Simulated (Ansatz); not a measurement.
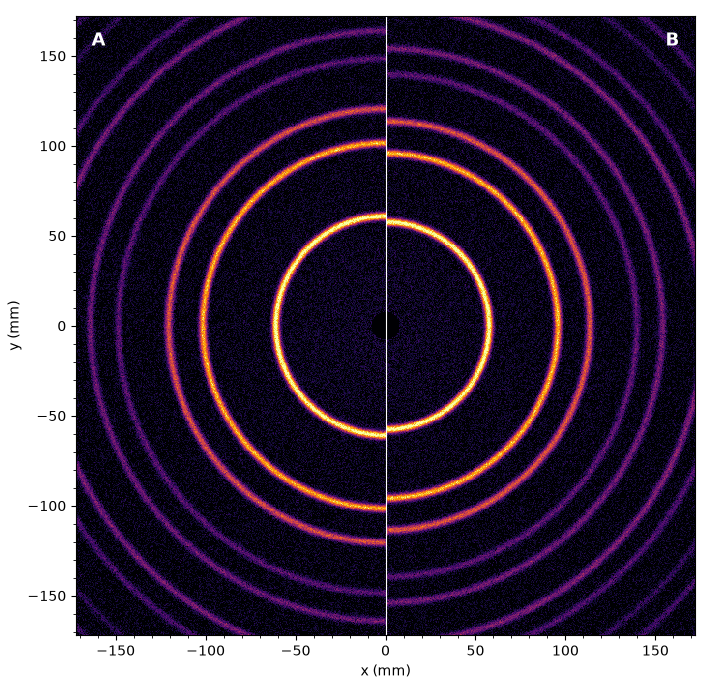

Simulated X-ray powder rings on a flat area detector normal to the beam: λ = 0.4959 Å, sample-to-detector distance 340 mm, axes in mm from the beam centre, for a fine-grained powder without texture. Kinematic intensities with B = 0.8 Å² for all atoms, without absorption; brightness goes as intensity to the power 0.6, clipped at the top, with counting noise. Reflections closer than the ring width show as one ring. The left and right halves show two different samples, each scaled to its strongest ring.

Both are Co in Fd-3m, with cells of different size. Origins: A, the end point of a relaxation with DFT, PBEsol, plane waves (420 eV) with PAW, scalar-relativistic (Ansatz 0.2.0); the starting structure was generated, so it need not be a known form of this composition; B, the input geometry of an electronic-structure calculation (not necessarily at equilibrium); the starting structure was generated, so it need not be a known form of this composition.

Which half has the larger cell, and by how much?

Half B: the volume of B is 17.7 % larger than that of A, and a larger cell draws the rings inwards on average.
A: a = 4.850 Å, b = 4.850 Å, c = 4.850 Å, α = 90.00°, β = 90.00°, γ = 90.00°; 111 at 60.9 mm (d = 2.80 Å), 220 at 101.5 mm (d = 1.715 Å), 311 at 120.6 mm (d = 1.462 Å), 400 at 148.5 mm (d = 1.213 Å).
B: a = 5.121 Å, b = 5.121 Å, c = 5.121 Å, α = 90.00°, β = 90.00°, γ = 90.00°; 111 at 57.6 mm (d = 2.96 Å), 220 at 95.8 mm (d = 1.811 Å), 311 at 113.6 mm (d = 1.544 Å), 400 at 139.7 mm (d = 1.280 Å).
